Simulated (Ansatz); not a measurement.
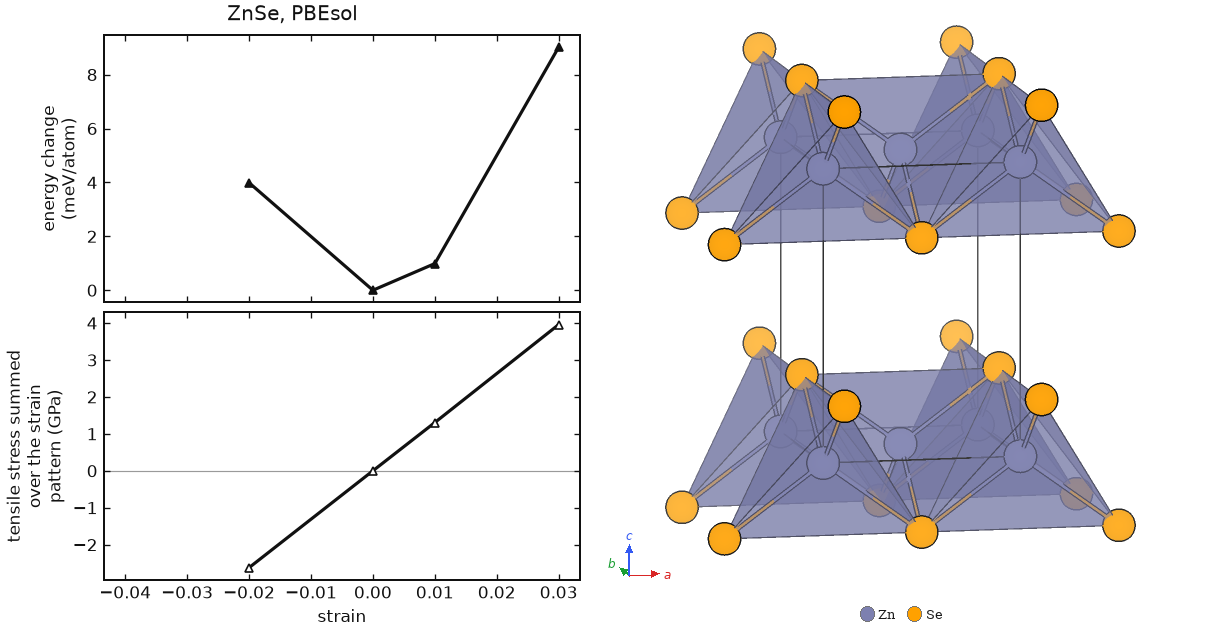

The plot gives the computed energy change and tensile stress summed over the strain pattern against strain for ZnSe, space group P4/nmm (No. 129). The cell is drawn beside the plot.

Starting cell:
```xyz
4
Lattice="4.1077 0.0000 0.0000 0.0000 4.1077 0.0000 0.0000 0.0000 6.0704" Properties=species:S:1:pos:R:3 pbc="T T T"
Zn    0.0000    0.0000    0.0000
Zn    2.0539    2.0539    0.0000
Se    0.0000    2.0539    1.4950
Se    2.0539    0.0000    4.5753
```

Computed with Ansatz 0.2.0: homogeneous strain of a crystal along one Voigt pattern with engineering shear, fractional coordinates fixed, by plane-wave density functional theory with PAW datasets, free energies less that of the undisturbed cell; scalar-relativistic. Level: PBEsol, no spin polarisation.

- wave cutoff: 420 eV
- k mesh: 8×8×6
- occupations: Gaussian
- smearing width: 0.05 eV
- k shift: (0, 0, 0) (mesh steps)
- start: as given
- strain pattern: (1, -1, 0, 0, 0, 0) (xx yy zz yz xz xy with engineering shear)

The point at strain −0.04 is left out of the plot. What does the calculation give there?

```csv
strain,energy change (meV/atom),tensile stress summed over the strain pattern (GPa)
-0.04,16.15,-5.323
```

Note: reference crystal is not relaxed.
